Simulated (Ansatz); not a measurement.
System: Hf, space group P6_3/mmc (No. 194).

The given structure:
```
Hf
1.0
     3.15867    0.00000    0.00000
    -1.57934    2.73549    0.00000
     0.00000    0.00000    5.00008
Hf
2
Direct
  0.33333 0.66667 0.25000
  0.66667 0.33333 0.75000
```

Calculation (Ansatz 0.2.0): third-order Birch-Murnaghan fit to density functional energies at scaled volumes of the given relaxed cell, shape and atoms relaxed at each volume; energies count from the fitted minimum; plane waves with PAW datasets, Γ-centred k mesh. Level: PBEsol, no spin polarisation.

- wave cutoff: 420 eV
- k mesh: 18×18×8
- occupations: Gaussian
- smearing width: 0.1 eV

Describe the result: the energy above the minimum and pressure against volume. The volume takes the values 19.009, 19.657, 20.306, 20.954, 21.602, 22.250, 22.898, 23.762 Å³/atom.

A third-order Birch–Murnaghan fit gives V0 = 21.60 Å³/atom, B0 = 114 GPa and B′ = 3.4. The energy above the minimum is 132.9 meV/atom at volume 19.009 Å³/atom and 66.5 meV/atom at 23.762 Å³/atom; the lowest computed point is at volume 21.602 Å³/atom (0.0 meV/atom), in a single well. The pressure falls from 17.99 GPa at volume 19.009 Å³/atom to −9.17 GPa at 23.762 Å³/atom, and changes sign near 21.60 Å³/atom. The solid is metallic at every point.

```json
{"volume (Å³/atom)": "19.009", "energy above the minimum (meV/atom)": "132.9", "pressure (GPa)": "17.99"}
{"volume (Å³/atom)": "19.657", "energy above the minimum (meV/atom)": "71.2", "pressure (GPa)": "12.57"}
{"volume (Å³/atom)": "20.306", "energy above the minimum (meV/atom)": "30.2", "pressure (GPa)": "7.80"}
{"volume (Å³/atom)": "20.954", "energy above the minimum (meV/atom)": "7.2", "pressure (GPa)": "3.65"}
{"volume (Å³/atom)": "21.602", "energy above the minimum (meV/atom)": "0.0", "pressure (GPa)": "0.01"}
{"volume (Å³/atom)": "22.250", "energy above the minimum (meV/atom)": "6.6", "pressure (GPa)": "-3.19"}
{"volume (Å³/atom)": "22.898", "energy above the minimum (meV/atom)": "25.3", "pressure (GPa)": "-5.97"}
{"volume (Å³/atom)": "23.762", "energy above the minimum (meV/atom)": "66.5", "pressure (GPa)": "-9.17"}
```

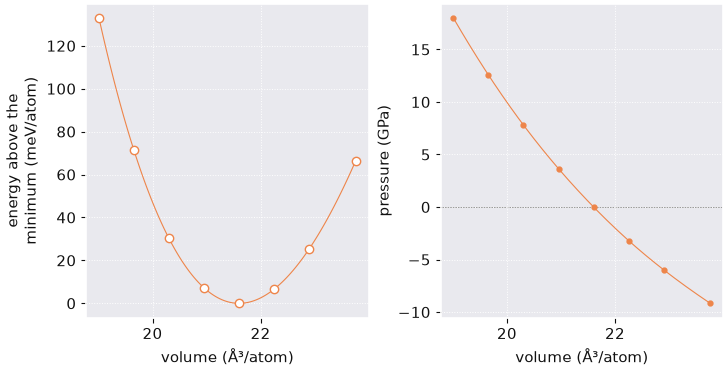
